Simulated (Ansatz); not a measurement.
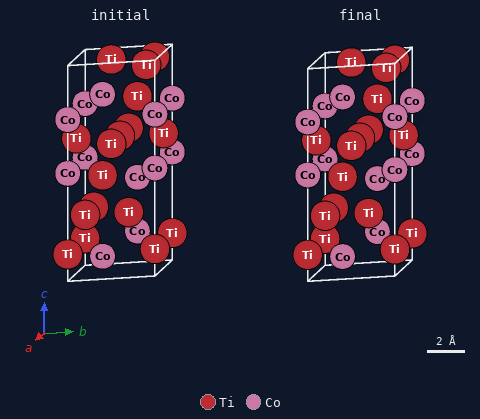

The structure of crystalline Ti$_{2}$Co (set up in R-3m) before (left) and after (right) a relaxation, at one scale.

The picture is a spheres-only view of the conventional cell (3 times the calculation's cell), seen slightly off an axis. Lengths and directions refer to the drawn axes.

Case: biaxial strain in the a-b plane of +2.0 %; c and atoms relaxed.

Computed with Ansatz, DFT PBEsol, scalar-relativistic, plane waves, PAW. Set-up: plane-wave cutoff 420 eV; k-point mesh 10 × 10 × 10; occupations gaussian; smearing width 0.1 eV; collinear spin; cell relaxed at fixed a, b, gamma; force threshold 0.008 eV/Å; at most 40 steps.

Summarise the run.

Answer. The run was cut off at its time limit before the relaxation converged, so the last structure is only a point on the way. No atom moves by more than 0.005 Å relative to the cell. The volume changes by −1.5 %, with a = b unchanged at 5.034 Å, c 11.943 → 11.769 Å (−1.5 %). Among the contacts that change: Co–Co 2.979 → 2.935 Å, Co–Ti 2.884 → 2.853 Å, Ti–Ti 2.464 → 2.441 Å, Co–Ti 2.924 → 2.913 Å. The space group stays R-3m (No. 166). Over 3 geometry steps the energy falls by 8.6 meV per cell of the calculation. Largest force component: 0.00086 eV/Å at the start, 0.0018 eV/Å at the end. The pressure goes from −2.96 to −1.40 GPa.
